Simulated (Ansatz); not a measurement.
## Run report: BN, geometry relaxation

The run: geometry relaxation of BN (P6₃/mmc, 4 atoms in the cell). Method and program: DFT PBE, scalar-relativistic, plane waves, PAW, no spin polarisation (Ansatz 0.2.0).

The structure derives from a Materials Project entry. Figures and captions count atoms from 1; the log counts them from 0 in places.

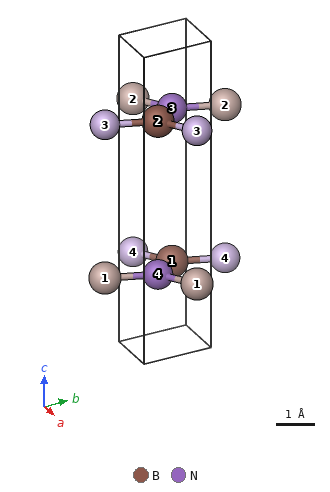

*The structure as given in the input (ball-and-stick view of the cell of the calculation, seen slightly off an axis; neighbours outside the cell are drawn fainter; atoms are numbered from 1 in the order of the input). An atom can appear more than once, as a periodic image.*

Near neighbours in the periodic cell (some may lie outside the picture): B has 3 N at 1.45 Å; N has 3 B at 1.45 Å.

Summary

- outcome: converged
- space group (tolerance 0.01 Å): P6₃/mmc (194)
- electrons treated: 16
- free energy: −1084.8611 eV
- Fermi energy: 4.756 eV
- gap on the k-point mesh: 4.40 eV
- pressure: 0.01 GPa
- final volume: 45.60 Å³
- largest force (length of the vector) at the end: under 0.001 eV/Å
- final cell: a = 2.512 Å, b = 2.512 Å, c = 8.343 Å, α = 90.00°, β = 90.00°, γ = 120.00°
- hardware: 4 threads of Intel Xeon (Granite Rapids), 32 GiB of memory available, shared host
- wall time: 0.74 s (CPU time 2.3 s)
- peak memory: 0.37 GiB

The input
```yaml
crystal:
  lattice:
    - [2.5121811436, 0.0, 0.0]
    - [-1.2560905718, 2.1756126893, 0.0]
    - [0.0, 0.0, 8.3431635353]
  atoms:
    - { symbol: B, position: [0.3333333333, 0.6666666667, 0.25] }
    - { symbol: B, position: [0.6666666667, 0.3333333333, 0.75] }
    - { symbol: "N", position: [0.3333333333, 0.6666666667, 0.75] }
    - { symbol: "N", position: [0.6666666667, 0.3333333333, 0.25] }
basis:
  ecutwfc: 420
kpoints:
  mp_grid: { grid: [12, 12, 4] }
hamiltonian:
  xc: pbe
scf:
  occupations: { method: gaussian, width: 0.02 }
output:
  forces: true
  stress: true
  eigenvalues: true
  write_density: true
  write_potential: true
  elf: true
  volumetric_format: npy
relax:
  adjacent_minimum: "off"
  f_tol: 0.005
  max_steps: 80
  cell: { stress_tol: 0.05 }
```

Launch command:
```bash
ansatz run input.yaml --threads 4 --pin off --max-ram 10240MiB --backend cpu --events-out ev --progress --plain --runs-dir out
```

The program's output
```
Engine: ansatz 0.2.0, x86_64-unknown-linux-gnu
Pseudopotentials: kind: paw
Pseudopotential: B, paw, valence charge 3, recommended cutoff 420 eV (normal), B.paw.azcp
Pseudopotential: N, paw, valence charge 5, recommended cutoff 420 eV (normal), N.paw.azcp
Functional definition: PBE
  parameter kappa = 0.804
  parameter beta = 0.06672455060314922
  exchange = pbe_x(kappa = kappa, mu = beta*pi^2/3)
  correlation = pbe_c(beta = beta)
Crystal: 4 atoms, lattice volume = 45.600 Å³
Basis set: ecut = 420 eV, 885 PW (Γ), exchange–correlation on 36×36×120 points (8 copies of the dense FFT grid, shifted against one another)
Bands: 12, of which v1, the nominal top of the filled ones, is band 8 counted from 1 (7 counted from 0)
Symmetry: 24 space group operations
Space group: P63/mmc (ITA 194), of the structure as read, at distance tolerance 3.6e-5 Å
k-points: 57 of 576
Non-local potential: B, projectors of the file, l = 0: 2, l = 1: 2, l = 2: 1
Non-local potential: N, projectors of the file, l = 0: 2, l = 1: 2, l = 2: 1
PAW form: soft (Blöchl's): semilocal exchange-correlation on the pseudo side does not see the compensation charge
PAW one-centre angular grid: B, 110 points (default); XC on 64 Gauss nodes
PAW one-centre angular grid: N, 110 points (default); XC on 64 Gauss nodes
Initial density: superposition of atomic densities (neutral atoms: chi_scale 0, normalization atom), corrected by the library's trained network
Initial wavefunctions: pseudopotential atomic-orbital guess
Functional: x = pbe(κ = 0.804, μ = 0.2195149727645171), c = pbe(β = 0.06672455060314922)
SCF iter   1: F=—  HF=-1084.859416 eV  |F-HF|=—  |Δ(HF+E_count)|=         —  Δρ=3.90e-3  dr2=2.42e-3  ethr=1.77e-3  ⟨swp⟩=6.6  Hψ=4332  notcnv=0
preconditioner: auto → none  [insulator: Δε(μ)=4.362 eV  Ē_g=15.338 eV  σ=0.020 eV  W_gap=1.00  n_scr=6 (ndim 8)  ℏωp=22.0 eV  f_vac=0.234  D(μ)=0.00/eV (n_scr^D=0)  ε∞_Penn≈3.1]
SCF iter   2: F=—  HF=-1084.860548 eV  |F-HF|=—  |Δ(HF+E_count)|=   1.13e-3  Δρ=1.64e-3  dr2=3.75e-4  ethr=1.51e-5  ⟨swp⟩=2.6  Hψ=1780  notcnv=0
SCF iter   3: F=—  HF=-1084.860911 eV  |F-HF|=—  |Δ(HF+E_count)|=   3.64e-4  Δρ=7.80e-4  dr2=6.69e-5  ethr=2.34e-6  ⟨swp⟩=2.0  Hψ=1194  notcnv=0
SCF iter   4: F=—  HF=-1084.861068 eV  |F-HF|=—  |Δ(HF+E_count)|=   1.57e-4  Δρ=7.13e-5  dr2=9.33e-7  ethr=4.18e-7  ⟨swp⟩=2.1  Hψ=1294  notcnv=0
iter 5 did not close the SCF: its close was put off for the readings that it lacked (scf_convergence_deferred on its scf_iter line)
SCF iter   5: F=-1084.861072 eV  HF=-1084.861072 eV  |F-HF|=4.38e-8  |Δ(HF+E_count)|=   3.29e-6  Δρ=8.73e-6  dr2=2.35e-8  ethr=5.83e-9  ⟨swp⟩=2.1  Hψ=1098  notcnv=0
SCF iter   6: F=-1084.861072 eV  HF=-1084.861072 eV  |F-HF|=1.38e-10  |Δ(HF+E_count)|=   5.23e-8  Δρ=1.60e-6  dr2=8.80e-10  ethr=1.47e-10  ⟨swp⟩=5.7  Hψ=3991  notcnv=0
SCF 1 converged in 6 iterations: F = -1084.861072 eV  dr2 = 8.80e-10
  greatest PAW one-centre occupation: 0.796 electrons in one spin orbital (limit 2), on the N atom at site 3 (counted from 0), in its partial waves of l = 0
relax step   1: F+E_penalty+E_count = -1084.86107179 eV  Δ(F+E_penalty+E_count) = +0.000e0 eV  max|allowed force component| = 7.401e-16 eV/Å  Δτ_max = 0.0000 Å  P = +0.008 GPa  Ω = 45.600 Å³  (6 SCF iters, dr2 threshold 1.00e-7 eV, accepted)
Initial density: handed on by an earlier stage of this run
Initial wavefunctions: pseudopotential atomic-orbital guess (no wavefunctions were taken with the density)
iter 1 solved again at ethr=1.48e-8 eV; its pass at ethr=3.10e-3 eV (dr2=2.37e-6 eV) is discarded
SCF iter   1: F=—  HF=-1084.861050 eV  |F-HF|=—  |Δ(HF+E_count)|=         —  Δρ=1.88e-6  dr2=9.55e-10  ethr=1.48e-8  ⟨swp⟩=3.5  Hψ=6497  notcnv=0
preconditioner: auto → none  [insulator: Δε(μ)=4.399 eV  Ē_g=15.347 eV  σ=0.020 eV  W_gap=1.00  n_scr=6 (ndim 8)  ℏωp=22.0 eV  f_vac=0.232  D(μ)=0.00/eV (n_scr^D=0)  ε∞_Penn≈3.1]
SCF iter   2: F=—  HF=-1084.861072 eV  |F-HF|=—  |Δ(HF+E_count)|=   2.21e-5  Δρ=8.32e-7  dr2=1.16e-10  ethr=5.97e-12  ⟨swp⟩=3.4  Hψ=1590  notcnv=0
SCF iter   3: F=-1084.861072 eV  HF=-1084.861072 eV  |F-HF|=1.37e-10  |Δ(HF+E_count)|=   1.21e-9  Δρ=2.58e-7  dr2=9.00e-12  ethr=1.00e-12  ⟨swp⟩=7.3  Hψ=3905  notcnv=0
SCF 2 converged in 3 iterations: F = -1084.861072 eV  dr2 = 9.00e-12
relax step   2: F+E_penalty+E_count = -1084.86107179 eV  Δ(F+E_penalty+E_count) = -2.162e-10 eV  max|allowed force component| = 7.968e-16 eV/Å  Δτ_max = 0.0000 Å  P = +0.008 GPa  Ω = 45.600 Å³  stress off target by 4.44e-2 GPa  SCF on the basis re-selected at this cell (its energy is not comparable with the rows above)  (3 SCF iters)
basis re-selected at this cell: Δ(F+E_penalty+E_count) = -2.162e-10 eV, ΔP = -0.000 GPa vs the last step (what re-selecting the basis moved, of the pressure what is left beyond the Pulay correction that the steps carried, after the strain that the cell walked since its last selection, with what the two solves' SCF thresholds leave and, on support functions, any second-order correction that the steps lacked; it is no measure of the basis error at this ecutwfc). This SCF's stress stands 4.44e-2 GPa from its target on what of the cell is left free (relax.cell.stress_tol is 5.00e-2 GPa) and its largest allowed force component is 7.97e-16 eV/Å (relax.f_tol is 5.00e-3 eV/Å): within both
SCF converged after 3 iterations
Free energy (F): -1084.861072 eV
Harris-Foulkes:  -1084.861072 eV  (|F-HF|=1.37e-10)
Internal energy: -1084.861072 eV  (E = F + TS)
E sigma→0 (E₀):  -1084.861072 eV
Fermi energy:    4.756179 eV
--- Per-component energies (eV) ---
  E_band       = -72.850185
  E_kinetic    = 365.513070
  E_local      = -957.063977  (includes V_loc(G=0)·N_el)
  E_nonlocal   = 115.412183
  E_hartree    = 338.530236
  E_xc         = -184.008219
  E_vxc        = -228.225520  (∫ρ·V_xc dr)
  E_paw        = -413.512276  (= ΣΔE_a)
  E_vpaw       = -45.546612  (= ΣTr[D̂ρ^β])
  E_aug_tail   = 0.000194  (compensation charges beyond the density's cutoff)
  E_ewald      = -349.732284
  E_smearing   = -0.000000  (= −TS)
  E_closure    = -0.000000  (closes the sum)
  Σ components = -1084.861072   (vs F -1084.861072, Δ=0.00e0)
--- Forces (eV/Å), atoms counted from 1 ---
  atom   1  B     -0.00000000    -0.00000000     0.00000000
  atom   2  B     -0.00000000     0.00000000     0.00000000
  atom   3  N      0.00000000    -0.00000000     0.00000000
  atom   4  N      0.00000000     0.00000000     0.00000000
  max |Σ_I F_I| component: 1.48e-16 eV/Å
--- Stress (GPa, compression-positive) ---
       -0.010296       0.000000       0.000000
        0.000000      -0.010296       0.000000
        0.000000       0.000000       0.044377
  P = ⅓ Tr σ = 0.0079 GPa (0.079 kbar)
--- Band table (eV; the first three rows and the last of 57) ---
  k-point 0: bands = ["-15.0713", "-15.0306", "-2.9330", "-2.3301", "1.2085", "1.2085", "1.2100", "1.2100", "6.9555", "10.3213", "12.6212", "14.0885"]
  k-point 1: bands = ["-15.0654", "-15.0366", "-2.8525", "-2.4276", "1.2084", "1.2084", "1.2097", "1.2097", "7.3024", "9.5013", "13.3016", "14.0909"]
  k-point 2: bands = ["-15.0511", "-15.0511", "-2.6481", "-2.6481", "1.2088", "1.2088", "1.2088", "1.2088", "8.2432", "8.2432", "14.0960", "14.0960"]
  k-point 56: bands = ["-11.4238", "-11.4238", "-5.2982", "-5.2982", "-4.5944", "-4.5944", "2.5567", "2.5567", "7.2150", "7.2150", "14.7127", "14.7127"]
--- Relaxed structure (1 steps of the walk, 1 accepted, 1 SCFs on fresh bases) ---
  F+E_penalty+E_count = -1084.86107179 eV   max|allowed force component| = 7.968e-16 eV/Å   (the final SCF, on the basis selected at the relaxed cell)
  cell:  # Å, volume = 45.5998 Å³
    - [2.5121811436197206, 0.0, 0.0]
    - [-1.2560905718098603, 2.1756126892829215, 0.0]
    - [0.0, 0.0, 8.3431635353]
  atoms:
    - { symbol: B, position: [0.3333333333333333, 0.6666666666666666, 0.25] }
    - { symbol: B, position: [0.6666666666666666, 0.3333333333333333, 0.75] }
    - { symbol: N, position: [0.3333333333333333, 0.6666666666666666, 0.75] }
    - { symbol: N, position: [0.6666666666666666, 0.3333333333333333, 0.25] }
```

Trajectory as extended XYZ (Å, eV, eV/Å), 2 frames, from step=1 to step=2
```
4
Lattice="2.5122 0.0000 0.0000 -1.2561 2.1756 0.0000 0.0000 0.0000 8.3432" Properties=species:S:1:pos:R:3:forces:R:3 step=1 energy=-1084.86107 pressure_GPa=0.01
B     0.0000    1.4504    2.0858    0.0000   0.0000   0.0000
B     1.2561    0.7252    6.2574    0.0000   0.0000   0.0000
N     0.0000    1.4504    6.2574    0.0000   0.0000   0.0000
N     1.2561    0.7252    2.0858    0.0000   0.0000   0.0000
4
Lattice="2.5122 0.0000 0.0000 -1.2561 2.1756 0.0000 0.0000 0.0000 8.3432" Properties=species:S:1:pos:R:3:forces:R:3 step=2 energy=-1084.86107 pressure_GPa=0.01
B     0.0000    1.4504    2.0858    0.0000   0.0000   0.0000
B     1.2561    0.7252    6.2574    0.0000   0.0000   0.0000
N     0.0000    1.4504    6.2574    0.0000   0.0000   0.0000
N     1.2561    0.7252    2.0858    0.0000   0.0000   0.0000
```

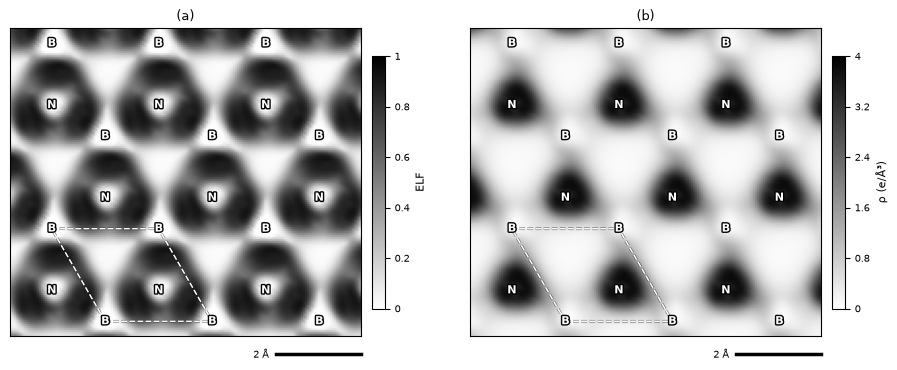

*(a) ELF; (b) valence electron density on the (001) plane of the conventional cell.*

Atoms in the plane: B and N. Away from the nuclei the density in this plane falls to 0.14 e/Å³ at its lowest. The fields are those of the smooth PAW valence density.

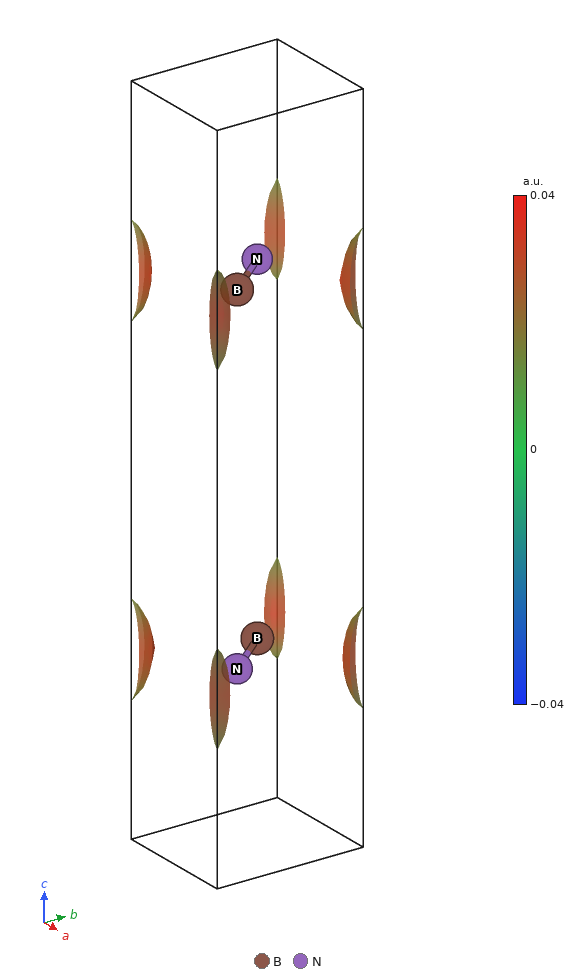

*Non-covalent interaction (NCI) plot: the surface where the reduced density gradient is 0.5, for densities under 0.05 a.u., coloured by sign(λ₂)ρ; seen slightly off an axis. The outline is the cell set on symmetry axes.*

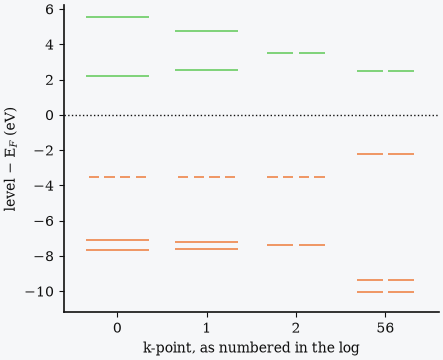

*Kohn–Sham levels near the Fermi level (dotted) at the few k-points that the log prints; levels within 0.02 eV of each other stand side by side.*

Among these points the highest filled and lowest empty levels are 4.40 eV apart, which is the gap on the mesh.
